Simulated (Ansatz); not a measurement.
Geometry relaxation, with input and output: CuO

CuO (4 atoms in the cell), computed with DFT PBE, scalar-relativistic, plane waves, PAW (Ansatz 0.2.0).

The structure derives from an entry of the Crystallography Open Database. The run did not end well. It belongs to a series of runs on one base structure; here: volume × 1.06, shape and atoms relaxed. Figures and captions count atoms from 1; the log counts them from 0 in places.

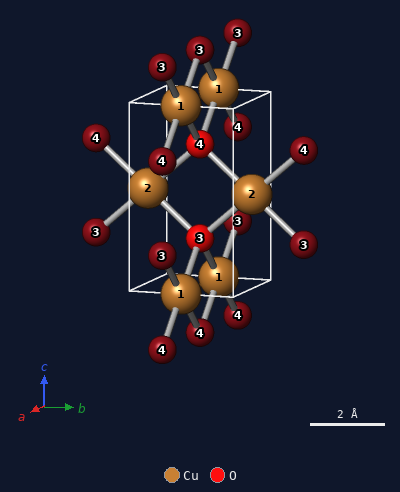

Fig. 1: The input geometry (ball-and-stick view of the cell of the calculation, seen slightly off an axis; neighbours outside the cell are drawn fainter; atoms are numbered from 1 in the order of the input). An atom can appear more than once, as a periodic image.

**Input file**
```yaml
crystal:
  lattice:
    - [2.1283673516, -2.1319158596, 0.1667589395]
    - [2.1283673516, 2.1319158596, 0.1667589395]
    - [-0.408318418, 0.0, 5.1997272406]
  atoms:
    - { symbol: Cu, position: [0.0, 0.5, 0.0] }
    - { symbol: Cu, position: [0.5, 0.0, 0.5] }
    - { symbol: O, position: [0.5000490462, 0.4999509538, 0.25] }
    - { symbol: O, position: [0.4999509538, 0.5000490462, 0.75] }
basis:
  ecutwfc: 420
kpoints:
  mp_grid: { grid: [14, 14, 8] }
hamiltonian:
  xc: pbe
scf:
  occupations: { method: gaussian, width: 0.1 }
output:
  forces: true
  stress: true
  eigenvalues: true
  write_density: true
  write_potential: true
  elf: true
  volumetric_format: npy
relax:
  adjacent_minimum: "off"
  f_tol: 0.01
  max_steps: 30
  cell: { stress_tol: 0.1, fix: [volume] }
```

Run on 1 thread of Intel Xeon @ 2.50GHz (Skylake/Cascade Lake), 189 GiB of memory available, shared host.

Launched with:
```bash
ansatz run input.yaml --threads 1 --pin off --max-ram 2560MiB --backend cpu --events-out ev --progress --plain --runs-dir out
```

**What the program printed**
```
Engine: ansatz 0.2.0, x86_64-unknown-linux-gnu
Pseudopotentials: kind: paw
Pseudopotential: Cu, paw, valence charge 19, recommended cutoff 420 eV (normal), Cu.paw.azcp
Pseudopotential: O, paw, valence charge 6, recommended cutoff 420 eV (normal), O.paw.azcp
Functional definition: PBE
  parameter kappa = 0.804
  parameter beta = 0.06672455060314922
  exchange = pbe_x(kappa = kappa, mu = beta*pi^2/3)
  correlation = pbe_c(beta = beta)
Crystal: 4 atoms, lattice volume = 47.478 Å³
Basis set: ecut = 420 eV, 945 PW (Γ), exchange–correlation on 48×48×72 points (8 copies of the dense FFT grid, shifted against one another)
Bands: 30, of which v1, the nominal top of the filled ones, is band 25 counted from 1 (24 counted from 0)
Symmetry: 4 space group operations
Space group: C2/c (ITA 15), of the structure as read, at distance tolerance 3.6e-5 Å
k-points: 429 of 1568
Non-local potential: Cu, projectors of the file, l = 0: 3, l = 1: 2, l = 2: 3, l = 3: 1
Non-local potential: O, projectors of the file, l = 0: 2, l = 1: 2, l = 2: 1
PAW form: soft (Blöchl's): semilocal exchange-correlation on the pseudo side does not see the compensation charge
PAW one-centre angular grid: Cu, 590 points (default); XC on 64 Gauss nodes
PAW one-centre angular grid: O, 110 points (default); XC on 64 Gauss nodes
Initial density: superposition of atomic densities (neutral atoms: chi_scale 0, normalization atom), corrected by the library's trained network
Initial wavefunctions: pseudopotential atomic-orbital guess
Functional: x = pbe(κ = 0.804, μ = 0.2195149727645171), c = pbe(β = 0.06672455060314922)
SCF iter   1: F=—  HF=-14382.507803 eV  |F-HF|=—  |Δ(HF+E_count)|=         —  Δρ=5.71e-3  dr2=5.04e-3  ethr=1.77e-3  ⟨swp⟩=5.0  Hψ=45983  notcnv=0
preconditioner: auto → LDOS  [metal: Δε(μ)=0.008 eV  Ē_g=10.611 eV  σ=0.100 eV  W_gap=0.04  n_scr=16 (ndim 8)  ℏωp=31.4 eV  f_vac=0.068  D(μ)=2.52/eV (n_scr^D=20)  β→1.0]
SCF iter   2: F=—  HF=-14382.507133 eV  |F-HF|=—  |Δ(HF+E_count)|=   6.70e-4  Δρ=1.72e-3  dr2=5.73e-4  ethr=1.01e-5  ⟨swp⟩=2.0  Hψ=22768  notcnv=0
SCF iter   3: F=—  HF=-14382.507024 eV  |F-HF|=—  |Δ(HF+E_count)|=   1.08e-4  Δρ=6.83e-4  dr2=1.28e-4  ethr=1.15e-6  ⟨swp⟩=2.0  Hψ=20068  notcnv=0
SCF iter   4: F=—  HF=-14382.506996 eV  |F-HF|=—  |Δ(HF+E_count)|=   2.88e-5  Δρ=5.08e-4  dr2=8.09e-5  ethr=2.56e-7  ⟨swp⟩=2.0  Hψ=23301  notcnv=0
SCF iter   5: F=—  HF=-14382.506937 eV  |F-HF|=—  |Δ(HF+E_count)|=   5.84e-5  Δρ=3.20e-4  dr2=3.05e-5  ethr=1.62e-7  ⟨swp⟩=1.0  Hψ=12740  notcnv=0
SCF iter   6: F=—  HF=-14382.506932 eV  |F-HF|=—  |Δ(HF+E_count)|=   5.46e-6  Δρ=1.02e-4  dr2=2.99e-6  ethr=6.10e-8  ⟨swp⟩=2.4  Hψ=16939  notcnv=0
SCF iter   7: F=-14382.506931 eV  HF=-14382.506931 eV  |F-HF|=9.28e-8  |Δ(HF+E_count)|=   5.46e-7  Δρ=1.61e-5  dr2=8.93e-8  ethr=2.00e-10  ⟨swp⟩=6.9  Hψ=83909  notcnv=0
SCF 1 converged in 7 iterations: F = -14382.506931 eV  dr2 = 8.93e-8
  greatest PAW one-centre occupation: 1.000 electrons in one spin orbital (limit 2), on the Cu atom at site 1 (counted from 0), in its partial waves of l = 0
relax step   1: F+E_penalty+E_count = -14382.50693097 eV  Δ(F+E_penalty+E_count) = +0.000e0 eV  max|allowed force component| = 2.646e-4 eV/Å  Δτ_max = 0.0000 Å  P = -7.345 GPa  Ω = 47.478 Å³  fix = [volume]  reactions: volume -7.345 GPa  (7 SCF iters, dr2 threshold 1.00e-7 eV, accepted)
Basis set: ecut = 420 eV, 929 PW (Γ), exchange–correlation on 48×48×72 points (8 copies of the dense FFT grid, shifted against one another)
Initial density: handed on by an earlier stage of this run
Initial wavefunctions: those handed on with the density
iter 1 solved again at ethr=6.97e-8 eV; its pass at ethr=3.10e-3 eV (dr2=3.48e-5 eV) is discarded
SCF iter   1: F=—  HF=-14382.508313 eV  |F-HF|=—  |Δ(HF+E_count)|=         —  Δρ=4.82e-4  dr2=3.00e-5  ethr=6.97e-8  ⟨swp⟩=3.1  Hψ=64376  notcnv=0
preconditioner: auto → LDOS  [metal: Δε(μ)=0.001 eV  Ē_g=10.609 eV  σ=0.100 eV  W_gap=0.00  n_scr=16 (ndim 8)  ℏωp=31.4 eV  f_vac=0.072  D(μ)=2.53/eV (n_scr^D=20)  β→1.0]
SCF iter   2: F=—  HF=-14382.508280 eV  |F-HF|=—  |Δ(HF+E_count)|=   3.31e-5  Δρ=2.91e-4  dr2=2.20e-5  ethr=6.00e-8  ⟨swp⟩=2.0  Hψ=20198  notcnv=0
SCF iter   3: F=—  HF=-14382.508276 eV  |F-HF|=—  |Δ(HF+E_count)|=   4.09e-6  Δρ=1.15e-4  dr2=3.65e-6  ethr=4.39e-8  ⟨swp⟩=2.0  Hψ=20946  notcnv=0
SCF iter   4: F=—  HF=-14382.508275 eV  |F-HF|=—  |Δ(HF+E_count)|=   1.37e-6  Δρ=5.43e-5  dr2=1.16e-6  ethr=7.30e-9  ⟨swp⟩=2.1  Hψ=20691  notcnv=0
SCF iter   5: F=—  HF=-14382.508275 eV  |F-HF|=—  |Δ(HF+E_count)|=   1.02e-7  Δρ=3.77e-5  dr2=4.08e-7  ethr=8.00e-10  ⟨swp⟩=7.7  Hψ=79526  notcnv=0
SCF iter   6: F=-14382.508275 eV  HF=-14382.508275 eV  |F-HF|=1.52e-8  |Δ(HF+E_count)|=   5.79e-8  Δρ=7.27e-6  dr2=1.58e-8  ethr=8.00e-10  ⟨swp⟩=7.8  Hψ=80542  notcnv=0
SCF 2 converged in 6 iterations: F = -14382.508275 eV  dr2 = 1.58e-8
relax step   2: F+E_penalty+E_count = -14382.50827472 eV  Δ(F+E_penalty+E_count) = -1.344e-3 eV  max|allowed force component| = 1.943e-4 eV/Å  Δτ_max = 0.0000 Å  P = -7.124 GPa  Ω = 47.478 Å³  energy of the carried Pulay correction = +3.520e-5 eV  fix = [volume]  reactions: volume -7.124 GPa  (6 SCF iters, dr2 threshold 4.00e-7 eV, accepted)
iter 1 solved again at ethr=9.80e-9 eV; its pass at ethr=3.10e-3 eV (dr2=4.90e-6 eV) is discarded
SCF iter   1: F=—  HF=-14382.508436 eV  |F-HF|=—  |Δ(HF+E_count)|=         —  Δρ=1.75e-4  dr2=3.92e-6  ethr=9.80e-9  ⟨swp⟩=3.0  Hψ=61901  notcnv=0
preconditioner: auto → LDOS  [metal: Δε(μ)=0.002 eV  Ē_g=10.609 eV  σ=0.100 eV  W_gap=0.01  n_scr=16 (ndim 8)  ℏωp=31.4 eV  f_vac=0.072  D(μ)=2.52/eV (n_scr^D=20)  β→1.0]
SCF iter   2: F=—  HF=-14382.508387 eV  |F-HF|=—  |Δ(HF+E_count)|=   4.87e-5  Δρ=9.47e-5  dr2=2.34e-6  ethr=7.85e-9  ⟨swp⟩=2.0  Hψ=20193  notcnv=0
SCF iter   3: F=—  HF=-14382.508387 eV  |F-HF|=—  |Δ(HF+E_count)|=   3.39e-7  Δρ=4.41e-5  dr2=5.39e-7  ethr=4.69e-9  ⟨swp⟩=2.0  Hψ=22472  notcnv=0
SCF iter   4: F=-14382.508386 eV  HF=-14382.508387 eV  |F-HF|=1.30e-7  |Δ(HF+E_count)|=   2.04e-7  Δρ=1.93e-5  dr2=1.52e-7  ethr=3.36e-10  ⟨swp⟩=5.9  Hψ=81020  notcnv=0
SCF 3 converged in 4 iterations: F = -14382.508386 eV  dr2 = 1.52e-7
relax step   3: F+E_penalty+E_count = -14382.50838647 eV  Δ(F+E_penalty+E_count) = -1.117e-4 eV  max|allowed force component| = 1.131e-4 eV/Å  Δτ_max = 0.0001 Å  P = -7.046 GPa  Ω = 47.478 Å³  energy of the carried Pulay correction = +4.788e-5 eV  fix = [volume]  reactions: volume -7.046 GPa  (4 SCF iters, dr2 threshold 1.68e-7 eV, accepted)
Initial wavefunctions: pseudopotential atomic-orbital guess (no wavefunctions were taken with the density)
iter 1 solved again at ethr=1.19e-7 eV; its pass at ethr=3.10e-3 eV (dr2=5.97e-5 eV) is discarded
SCF iter   1: F=—  HF=-14382.508325 eV  |F-HF|=—  |Δ(HF+E_count)|=         —  Δρ=1.39e-4  dr2=4.59e-7  ethr=1.19e-7  ⟨swp⟩=3.0  Hψ=78940  notcnv=0
preconditioner: auto → LDOS  [metal: Δε(μ)=0.002 eV  Ē_g=10.609 eV  σ=0.100 eV  W_gap=0.01  n_scr=16 (ndim 8)  ℏωp=31.4 eV  f_vac=0.073  D(μ)=2.52/eV (n_scr^D=20)  β→1.0]
SCF iter   2: F=—  HF=-14382.508379 eV  |F-HF|=—  |Δ(HF+E_count)|=   5.43e-5  Δρ=2.91e-5  dr2=2.38e-7  ethr=9.19e-10  ⟨swp⟩=2.0  Hψ=20579  notcnv=0
SCF iter   3: F=—  HF=-14382.508379 eV  |F-HF|=—  |Δ(HF+E_count)|=   5.08e-8  Δρ=1.43e-5  dr2=5.65e-8  ethr=4.76e-10  ⟨swp⟩=2.2  Hψ=21261  notcnv=0
SCF iter   4: F=—  HF=-14382.508379 eV  |F-HF|=—  |Δ(HF+E_count)|=   2.26e-8  Δρ=7.05e-6  dr2=1.59e-8  ethr=1.13e-10  ⟨swp⟩=2.2  Hψ=21082  notcnv=0
SCF iter   5: F=—  HF=-14382.508379 eV  |F-HF|=—  |Δ(HF+E_count)|=   2.97e-8  Δρ=5.43e-6  dr2=6.80e-9  ethr=3.18e-11  ⟨swp⟩=1.0  Hψ=12870  notcnv=0
SCF iter   6: F=—  HF=-14382.508379 eV  |F-HF|=—  |Δ(HF+E_count)|=   4.90e-8  Δρ=1.53e-6  dr2=5.45e-10  ethr=1.36e-11  ⟨swp⟩=1.0  Hψ=12880  notcnv=0
```

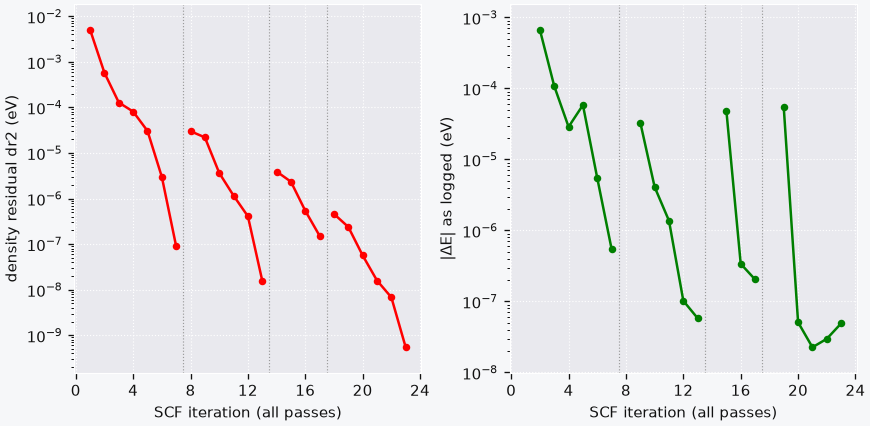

Fig. 2: Convergence of the self-consistent field: density residual dr2 and size of the energy change against the SCF iteration. Dotted lines part the SCF passes that the log prints in full.

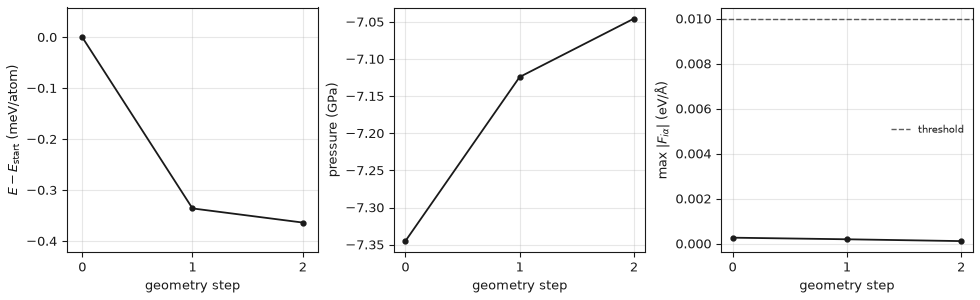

Fig. 3: Progress of the relaxation, step by step (the first geometry is step 0 here and step 1 in the log).

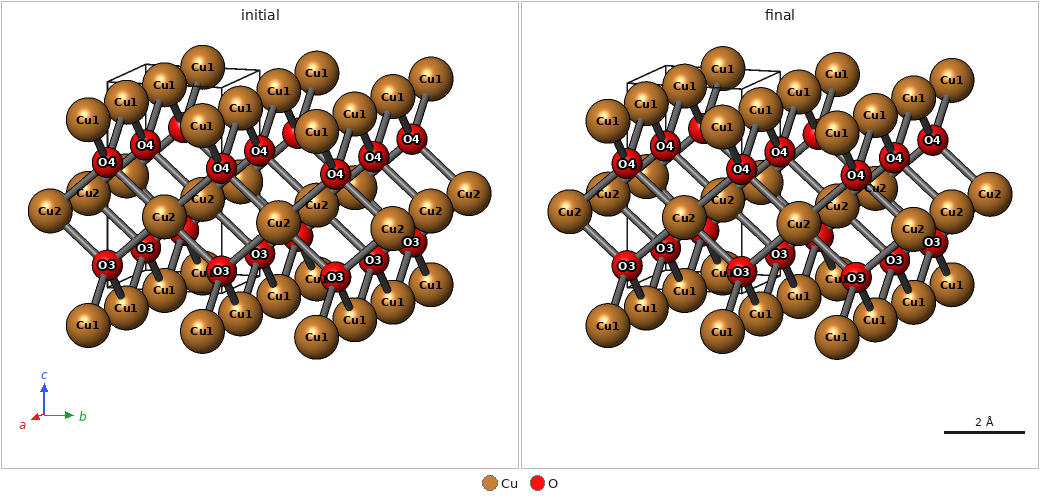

Fig. 4: Before (left) and after (right) the relaxation, at one scale (ball-and-stick view of the cell of the calculation, repeated 3 × 3 × 1, seen slightly off an axis). The run was cut off at its time limit before the relaxation converged, so the last structure is only a point on the way. No atom moves by more than 0.005 Å relative to the cell. The drawn cell changes at constant volume: a = b 3.017 → 3.027 Å (+0.3 %), c 5.216 → 5.182 Å (−0.6 %). The space group stays P4_2/mmc (No. 131). Over 2 geometry steps the energy falls by 0.4 meV per atom. Largest force component: 0.00026 eV/Å at the start, 0.00011 eV/Å at the end. Pressure: −7.35 GPa at the start and −7.05 GPa at the end. (Atoms are counted from 1 in the order of the input.)

**Trajectory as extended XYZ (Å, eV, eV/Å), 3 frames, from step=1 to step=3**
```
4
Lattice="2.1284 -2.1319 0.1668 2.1284 2.1319 0.1668 -0.4083 0.0000 5.1997" Properties=species:S:1:pos:R:3:forces:R:3 step=1 energy=-14382.50693 pressure_GPa=-7.35
Cu    1.0642    1.0660    0.0834    0.0000   0.0000   0.0000
Cu    0.8600   -1.0660    2.6832    0.0000   0.0000   0.0000
O     2.0263   -0.0002    1.4667    0.0000   0.0003   0.0000
O     1.8221    0.0002    4.0666    0.0000  -0.0003   0.0000
4
Lattice="2.1331 -2.1373 0.1672 2.1331 2.1373 0.1672 -0.4063 0.0000 5.1751" Properties=species:S:1:pos:R:3:forces:R:3 step=2 energy=-14382.50828 pressure_GPa=-7.12
Cu    1.0665    1.0687    0.0836    0.0000   0.0000   0.0000
Cu    0.8634   -1.0687    2.6711    0.0000   0.0000   0.0000
O     2.0315   -0.0002    1.4609    0.0000   0.0002   0.0000
O     1.8283    0.0002    4.0485    0.0000  -0.0002   0.0000
4
Lattice="2.1345 -2.1396 0.1673 2.1345 2.1396 0.1673 -0.4055 0.0000 5.1663" Properties=species:S:1:pos:R:3:forces:R:3 step=3 energy=-14382.50839 pressure_GPa=-7.05
Cu    1.0672    1.0698    0.0837    0.0000   0.0000   0.0000
Cu    0.8645   -1.0698    2.6668    0.0000   0.0000   0.0000
O     2.0331   -0.0001    1.4589    0.0000   0.0001   0.0000
O     1.8303    0.0001    4.0420    0.0000  -0.0001   0.0000
```

**Outcome**

| quantity | value |
| --- | --- |
| outcome | stopped at the time limit |
| space group (tolerance 0.01 Å) | P4₂/mmc (131) |
| final cell | a = 3.027 Å, b = 3.027 Å, c = 5.182 Å, α = 90.00°, β = 90.00°, γ = 89.96° |
| wall time | 4.7 min |
| peak memory | 0.71 GiB |

The run was cut off by its time limit, so the output is incomplete.
